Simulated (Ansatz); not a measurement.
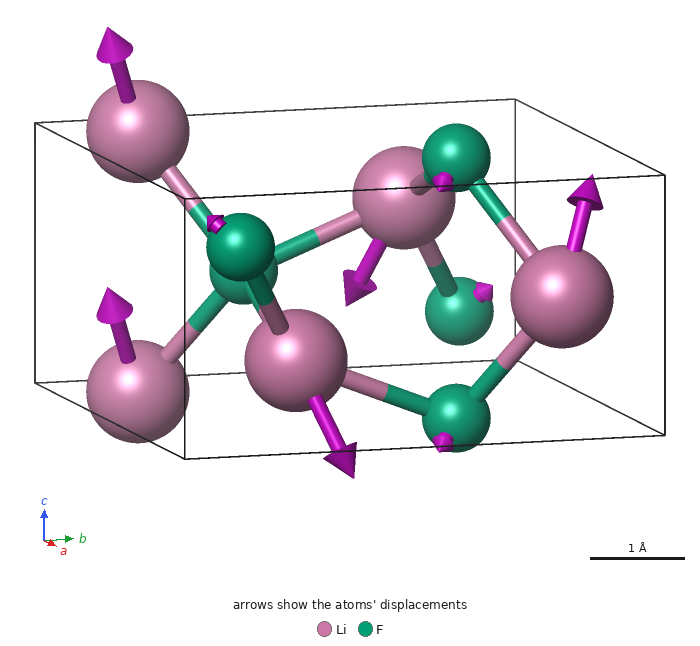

One vibrational mode of a crystal of LiF (a generated structure) at the zone centre. The purple arrows are the displacements of the atoms (eigenvector over the root of the mass), of arbitrary overall length and sign. Style: ball-and-stick. Shown: the cell of the calculation, slightly off an axis.

The calculation used DFT PBE, scalar-relativistic, plane waves, PAW in Ansatz 0.2.0. Set-up: plane-wave cutoff 420 eV; k-point mesh 4 × 4 × 8; occupations fixed; no spin polarisation.

Frequencies are those without the non-analytic (LO–TO) term.

Question: What mode is this, and where does it lie in the spectrum?

Answer: This is the B₁ mode at 44.0 meV, optical level 9 of 16, counted from below (1 lower level is imaginary, so the structure is unstable), Raman-active by symmetry. Atoms of one kind move against one another, with no net shift of any sublattice; the kinetic energy is shared as Li 88 %, F 12 %.
